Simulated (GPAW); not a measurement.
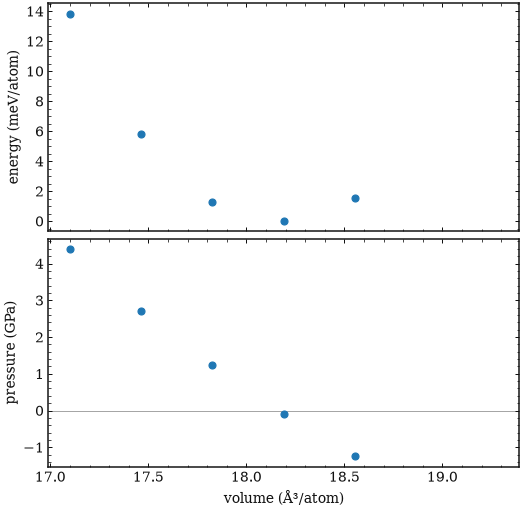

Plotted: energy and pressure against volume for Ga, space group P2_1/m (No. 11).

The given structure:
```yaml
crystal:
  lattice:
    - [2.77842, 0.00000, 0.00000]
    - [0.00000, 3.28161, 0.00000]
    - [-1.34343, 0.00000, 3.99027]
  atoms:
    - { symbol: Ga, position: [0.13460, 0.75000, 0.77017] }
    - { symbol: Ga, position: [0.86540, 0.25000, 0.22983] }
```

Calculation (GPAW 26.7.0): PAW DFT in plane waves, on a grid or in atomic orbitals, no spin polarisation; energies at scaled volumes of the given cell, shape and fractions fixed, counted from the fit's minimum, third-order Birch-Murnaghan fit. Level: PBEsol.

- k mesh: 10×8×7
- occupations: Fermi–Dirac
- smearing width: 0.05 eV
- potentials: PAW data sets made by gpaw setup for the functional
- wave cutoff: 600 eV
- program settings: basis pw

The points at volume 18.92 Å³/atom and 19.28 Å³/atom are left out of the plot. What values does the calculation give there?

```json
{"volume (Å³/atom)": "18.92", "energy (meV/atom)": "5.55", "pressure (GPa)": "-2.28"}
{"volume (Å³/atom)": "19.28", "energy (meV/atom)": "11.82", "pressure (GPa)": "-3.23"}
```

Keep in mind: shape and atomic fractions are frozen while scaling, which makes layered, chain and framework solids too stiff.
